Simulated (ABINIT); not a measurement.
# Ga: phonon calculation (part 1 of 2)

Ga (Cmcm, 2 atoms in the cell), computed with Kohn-Sham DFT of a periodic cell, PBEsol, PseudoDojo NC SR PBEsol v0.4.1 standard, no spin polarisation (ABINIT 10.8.3).

The structure derives from an entry of the Crystallography Open Database.

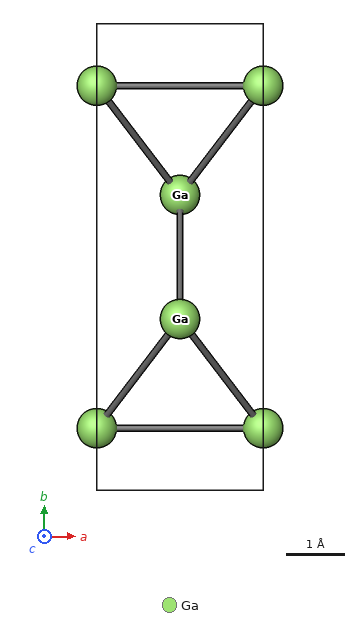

The structure (ball-and-stick view of the cell 2 times as large as that of the calculation, set on its symmetry axes, along the c axis). An atom can appear more than once, as a periodic image.

The input
```
ndtset 2

pp_dirpath "./"
pseudos "Ga.upf"

acell 8.1558103505 8.1558103505 5.9904318151
rprim
     0.3359694209    -0.9418728939     0.0000000000
     0.3359694209     0.9418728939     0.0000000000
     0.0000000000     0.0000000000     1.0000000000
ntypat 1
znucl 31
natom 2
typat 1 1
chkprim 0
chksymtnons 0
tolsym 1.0e-6
xred
   0.1330000000   0.8670000000            3/4
   0.8670000000   0.1330000000            1/4

ecut 1088.455450 eV

ngkpt 10 10 8
nshiftk 1
shiftk 0.0 0.0 0.0

ixc -116133

nband 21
occopt 3
tsmear 0.00367493

nstep 80

prteig 0
prtebands 0
prtwf 0
prtden 0
prtpot 0

kptopt1 1
tolvrs1 1.0e-15
prtwf1 1
tolwfr1 1.0e-14
nbdbuf1 4
nline1 6

rfphon2 1
rfatpol2 1 2
rfdir2 1 1 1
getwfk2 1
kptopt2 2
nqpt2 1
qpt2 0.0 0.0 0.0
tolvrs2 1.0e-8
```

File mrgddb.in
```
merged_DDB
Ga
2
runo_DS1_DDB
runo_DS2_DDB
```

File anaddb.abi
```
ddb_filepath "merged_DDB"
output_file "anaddb.abo"
outdata_prefix "ana"
asr 2
chneut 0
dipdip 0
dieflag 0
enunit 0
eivec 1
nph1l 1
qph1l 0.0 0.0 0.0 1.0
```

Run on 4 threads of Intel Xeon @ 2.50GHz (Skylake/Cascade Lake), 32 GiB of memory available, shared host.

Run as:
```bash
mpirun --bind-to none -np 4 abinit run.abi > log 2>&1
mrgddb < mrgddb.in > mrgddb.log 2>&1
anaddb anaddb.abi > anaddb.log 2>&1
```

Output
```
.Version 10.8.3 of ABINIT
 DATASET    1 : space group Cm c m (# 63); Bravais oC (1-face-center ortho.)
================================================================================
 Values of the parameters that define the memory need for DATASET  1.
     intxc =       0    ionmov =       0      iscf =       7    lmnmax =       6
     lnmax =       6     mgfft =      48  mpssoang =       3    mqgrid =    3001
     natom =       2  nloc_mem =       1    nspden =       1   nspinor =       1
    nsppol =       1      nsym =       8    n1xccc =    2501    ntypat =       1
    occopt =       3   xclevel =       2
       mpw =        3082          nfft =       82944          nkpt =         155
================================================================================
================================================================================

 DATASET    2 : space group Cm c m (# 63); Bravais oC (1-face-center ortho.)
================================================================================
 Values of the parameters that define the memory need for DATASET  2 (RF).
     intxc =       0      iscf =       7    lmnmax =       6     lnmax =       6
     mgfft =      48  mpssoang =       3    mqgrid =    3001     natom =       2
  nloc_mem =       1    nspden =       1   nspinor =       1    nsppol =       1
      nsym =       8    n1xccc =    2501    ntypat =       1    occopt =       3
   xclevel =       2
      nfft =       82944          nkpt =         404
================================================================================
================================================================================

--------------------------------------------------------------------------------
------------- Echo of variables that govern the present computation ------------
--------------------------------------------------------------------------------
 -outvars: echo values of preprocessed input variables --------
            acell      8.1558103505E+00  8.1558103505E+00  5.9904318151E+00 Bohr
              amu      6.97230000E+01
          chkprim           0
      chksymtnons           0
             ecut      4.00000000E+01 Hartree
           getwfk1          0
           getwfk2          1
                       outvar_i_n : Printing only first  50 k-points.
              ixc     -116133
           jdtset        1    2
                       outvar_i_n : Printing only first  50 k-points.
           kptopt1          1
           kptopt2          2
         kptrlatt       10    0    0      0   10    0      0    0    8
          kptrlen      4.79234545E+01
            natom           2
            nband1         21
            nband2         21
           nbdbuf1          4
           nbdbuf2          2
           ndtset           2
            ngfft          48      48      36
             nkpt1        155
             nkpt2        404
            nline1          6
            nline2          4
             nqpt1          0
             nqpt2          1
            nstep          80
             nsym           8
           ntypat           1
                       prtocc : prtvol=0, do not print more k-points.
                       prtocc : prtvol=0, do not print more k-points.
           occopt           3
        optdriver1          0
        optdriver2          1
           prtden           0
        prtebands           0
           prteig           0
            prtwf1          1
            prtwf2          0
           rfphon1          0
           rfphon2          1
            rprim      3.3596942090E-01 -9.4187289390E-01  0.0000000000E+00
                       3.3596942090E-01  9.4187289390E-01  0.0000000000E+00
                       0.0000000000E+00  0.0000000000E+00  1.0000000000E+00
          spgroup          63
           tolsym      1.00000000E-06
           tolvrs1     1.00000000E-15
           tolvrs2     1.00000000E-08
           tolwfr1     1.00000000E-14
           tolwfr2     0.00000000E+00
           tsmear      3.67493000E-03 Hartree
            typat      1  1
                       outvars : Printing only first  50 k-points.
           xangst      1.4499999989E+00  2.9837099981E+00  2.3774999984E+00
                       1.4499999989E+00 -2.9837099981E+00  7.9249999947E-01
            xcart      2.7401028804E+00  5.6383947355E+00  4.4928238613E+00
                       2.7401028804E+00 -5.6383947355E+00  1.4976079538E+00
             xred      1.3300000000E-01  8.6700000000E-01  7.5000000000E-01
                       8.6700000000E-01  1.3300000000E-01  2.5000000000E-01
            znucl       31.00000

================================================================================

 chkinp: Checking input parameters for consistency, jdtset=   1.

 chkinp: Checking input parameters for consistency, jdtset=   2.

================================================================================
== DATASET  1 ==================================================================

--- !DatasetInfo
iteration_state: {dtset: 1, }
dimensions: {natom: 2, nkpt: 155, mband: 21, nsppol: 1, nspinor: 1, nspden: 1, mpw: 3082, }
cutoff_energies: {ecut:  40.0, pawecutdg:  -1.0, }
electrons: {nelect:   2.60000000E+01, charge:   0.00000000E+00, occopt:   3.00000000E+00, tsmear:   3.67493000E-03, }
meta: {optdriver: 0, ionmov: 0, optcell: 0, iscf: 7, paral_kgb: 0, }
...

 Real(R)+Recip(G) space primitive vectors, cartesian coordinates (Bohr,Bohr^-1):
 R(1)=  2.7401029 -7.6817367  0.0000000  G(1)=  0.1824749 -0.0650894  0.0000000
 R(2)=  2.7401029  7.6817367  0.0000000  G(2)=  0.1824749  0.0650894  0.0000000
 R(3)=  0.0000000  0.0000000  5.9904318  G(3)=  0.0000000  0.0000000  0.1669329
 Unit cell volume ucvol=  2.5218219E+02 bohr^3
 Angles (23,13,12)=  9.00000000E+01  9.00000000E+01  1.40737003E+02 degrees

 getcut: wavevector=  0.0000  0.0000  0.0000  ngfft=  48  48  36
         ecut(hartree)=     40.000   => boxcut(ratio)=   2.06797

--- Pseudopotential description ------------------------------------------------
- pspini: atom type   1  psp file is ./Ga.upf
  31.00000  13.00000  180301                  znucl, zion, pspdat
12 -116133 2 -1 1902                          pspcod,pspxc,lmax,lloc,mmax
     nproj     2     2     2

   1.27450386E+03                                ecore*ucvol(ha*bohr**3)
--------------------------------------------------------------------------------

================================================================================

--- !BeginCycle
iteration_state: {dtset: 1, }
solver: {iscf: 7, nstep: 80, nline: 6, wfoptalg: 0, }
tolerances: {tolwfr: 1.00E-14, tolvrs: 1.00E-15, }
...

     iter   Etot(hartree)      deltaE(h)  residm     vres2
 ETOT  1  -152.66715568692    -1.527E+02 4.322E-02 1.530E+01
 ETOT  2  -152.70164770557    -3.449E-02 3.346E-07 1.448E+00
 ETOT  3  -152.70195373875    -3.060E-04 8.572E-06 4.155E-02
 ETOT  4  -152.70195985470    -6.116E-06 1.381E-07 1.000E-03
 ETOT  5  -152.70195994622    -9.152E-08 3.318E-09 2.149E-04
 ETOT  6  -152.70195996963    -2.341E-08 3.075E-10 1.255E-06
 ETOT  7  -152.70195996977    -1.459E-10 5.366E-12 6.492E-08
 ETOT  8  -152.70195996978    -8.441E-12 1.016E-13 2.683E-10
 ETOT  9  -152.70195996978     2.615E-12 9.768E-15 3.431E-11
 ETOT 10  -152.70195996978    -6.537E-13 9.997E-15 2.433E-12
 ETOT 11  -152.70195996978     1.421E-13 9.902E-15 5.525E-14
 ETOT 12  -152.70195996978     1.023E-12 9.927E-15 2.651E-17

 At SCF step   12  max residual=  9.93E-15 < tolwfr=  1.00E-14 AND vres2   =  2.65E-17 < tolvrs=  1.00E-15 =>converged.

 Cartesian components of stress tensor (hartree/bohr^3)
  sigma(1 1)=  1.22246498E-04  sigma(3 2)=  0.00000000E+00
  sigma(2 2)=  5.07414420E-05  sigma(3 1)=  0.00000000E+00
  sigma(3 3)=  3.13670022E-05  sigma(2 1)=  0.00000000E+00

--- !ResultsGS
iteration_state: {dtset: 1, }
comment   : Summary of ground state results
lattice_vectors:
- [  2.7401029,  -7.6817367,   0.0000000, ]
- [  2.7401029,   7.6817367,   0.0000000, ]
- [  0.0000000,   0.0000000,   5.9904318, ]
lattice_lengths: [   8.15581,    8.15581,    5.99043, ]
lattice_angles: [ 90.000,  90.000, 140.737, ] # degrees, (23, 13, 12)
lattice_volume:   2.5218219E+02
convergence: {deltae:  1.023E-12, res2:  2.651E-17, residm:  9.927E-15, diffor: null, }
etotal    :  -1.52701960E+02
entropy   :   0.00000000E+00
fermie    :   2.03414057E-01
cartesian_stress_tensor: # hartree/bohr^3
- [  1.22246498E-04,   0.00000000E+00,   0.00000000E+00, ]
- [  0.00000000E+00,   5.07414420E-05,   0.00000000E+00, ]
- [  0.00000000E+00,   0.00000000E+00,   3.13670022E-05, ]
pressure_GPa:  -2.0041E+00
xred      :
- [  1.3300E-01,   8.6700E-01,   7.5000E-01, Ga]
- [  8.6700E-01,   1.3300E-01,   2.5000E-01, Ga]
cartesian_forces: # hartree/bohr
- [ -4.62918764E-19,  -4.01319750E-03,  -1.18518136E-30, ]
- [  4.62918764E-19,   4.01319750E-03,   1.18518136E-30, ]
force_length_stats: {min:   4.01319750E-03, max:   4.01319750E-03, mean:   4.01319750E-03, }
...

 Integrated electronic density in atomic spheres:
 ------------------------------------------------
 Atom  Sphere_radius  Integrated_density
    1        2.00000         10.78064631
    2        2.00000         10.78064631
================================================================================

 ----iterations are completed or convergence reached----

 Mean square residual over all n,k,spin=   44.906E-16; max=  99.274E-16
 reduced coordinates (array xred) for    2 atoms
       0.133000000000      0.867000000000      0.750000000000
       0.867000000000      0.133000000000      0.250000000000
 rms dE/dt=  2.5171E-02; max dE/dt=  3.0828E-02; dE/dt below (all hartree)
    1      -0.030828326513      0.030828326513      0.000000000000
    2       0.030828326513     -0.030828326513     -0.000000000000

 cartesian coordinates (angstrom) at end:
    1      1.44999999886832     2.98370999810060     2.37749999840149
    2      1.44999999886832    -2.98370999810060     0.79249999946716

 cartesian forces (hartree/bohr) at end:
    1     -0.00000000000000    -0.00401319750072    -0.00000000000000
    2      0.00000000000000     0.00401319750072     0.00000000000000
 frms,max,avg= 2.3170207E-03 4.0131975E-03   0.000E+00  0.000E+00  0.000E+00 h/b

 cartesian forces (eV/Angstrom) at end:
    1     -0.00000000000000    -0.20636691281776    -0.00000000000000
    2      0.00000000000000     0.20636691281776     0.00000000000000
 frms,max,avg= 1.1914599E-01 2.0636691E-01   0.000E+00  0.000E+00  0.000E+00 e/A
 length scales=  8.155810350500  8.155810350500  5.990431815100 bohr
              =  4.315868971003  4.315868971003  3.169999997869 angstroms
 Fermi (or HOMO) energy (hartree) =   0.20341   Average Vxc (hartree)=  -0.41236
 Eigenvalues (hartree) for nkpt= 155  k points:
 kpt#   1, nband= 21, wtk=  0.00125, kpt=  0.0000  0.0000  0.0000 (reduced coord)
  -0.35184   -0.35116   -0.34848   -0.34821   -0.34122   -0.34014   -0.33950   -0.33877
  -0.33850   -0.33292   -0.20851    0.12127    0.14656    0.31103    0.44603    0.49223
   0.52619    0.58893    0.61834    0.63425    0.67600
      occupation numbers for kpt#   1
   2.00000    2.00000    2.00000    2.00000    2.00000    2.00000    2.00000    2.00000
   2.00000    2.00000    2.00000    2.00000    2.00000    0.00000    0.00000    0.00000
   0.00000    0.00000    0.00000    0.00000    0.00000
 prteigrs : prtvol=0 or 1, do not print more k-points.

--- !EnergyTerms
iteration_state     : {dtset: 1, }
comment             : Components of total free energy in Hartree
kinetic             :  1.25206284632627E+02
hartree             :  4.01424573086018E+01
xc                  : -4.13969372013692E+01
Ewald energy        : -9.63907045295503E+01
psp_core            :  5.05390115610805E+00
local_psp           : -1.09212002553555E+02
non_local_psp       : -7.61043175406507E+01
internal            : -1.52701318727788E+02
'-kT*entropy'       : -6.41241990479880E-04
total_energy        : -1.52701959969779E+02
total_energy_eV     : -4.15523201325598E+03
band_energy         : -6.64144884191968E+00
...
```
